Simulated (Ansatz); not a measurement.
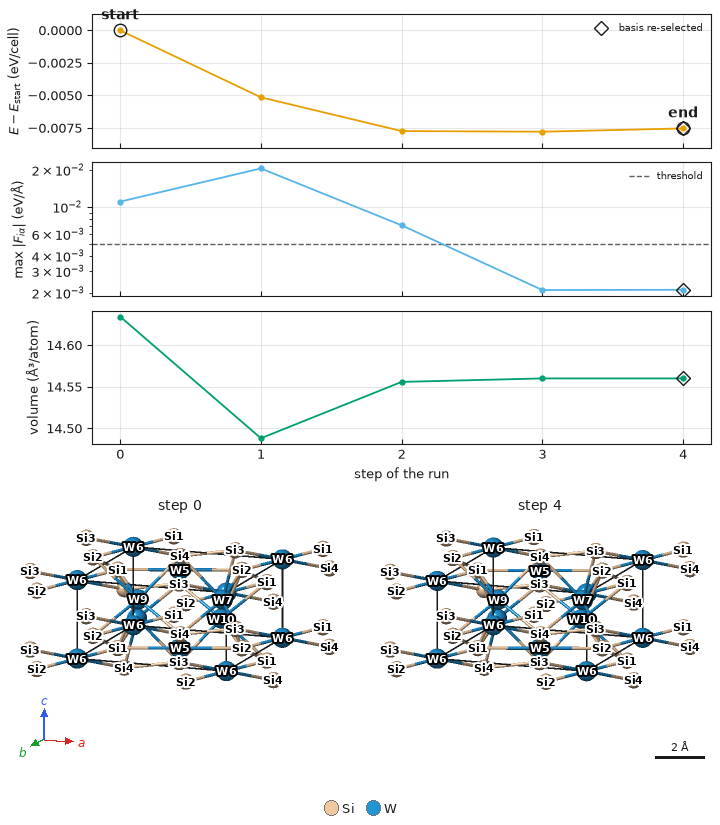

First and last geometry of a relaxation of crystalline Si$_{2}$W$_{3}$ (set up in P4/mbm), with the history of the run. A ball-and-stick model of the cell of the calculation, seen from a free direction.

These are results of Ansatz 0.2.0, DFT PBE, scalar-relativistic, plane waves, PAW, not measurements. Set-up: plane-wave cutoff 420 eV; k-point mesh 6 × 6 × 10; occupations gaussian; smearing width 0.1 eV; no spin polarisation; cell and atoms relaxed; force threshold 0.005 eV/Å; at most 80 steps.

Q: Did the run converge, and what did it change?

A: It converged. The atoms keep their places relative to the cell (all moves are under 0.005 Å). Cell: a = b 6.616 → 6.630 Å (+0.2 %), c 3.344 → 3.312 Å (−0.9 %). Volume −0.5 %. Some distances before and after: Si–Si 2.507 → 2.517 Å, Si–W 2.570 → 2.562 Å, Si–W 2.553 → 2.546 Å, Si–W 2.579 → 2.583 Å. The space group stays P4/mbm (No. 127). Over 3 accepted moves (4 points after the start) the energy falls by 7.5 meV per cell of the calculation. The largest force component goes from 0.011 to 0.0021 eV/Å. Pressure: −1.21 GPa at the start and 0.00 GPa at the end. The SCF was repeated once at an unchanged geometry on a basis and grid sized afresh for the cell, which shifted the energy by 0.3 meV per cell of the calculation at most. The run took 2.9 min on 2 threads of Intel(R) Xeon(R) Processor @ 2.50GHz (Skylake/Cascade Lake), with other jobs on the host, peak memory 0.73 GiB.
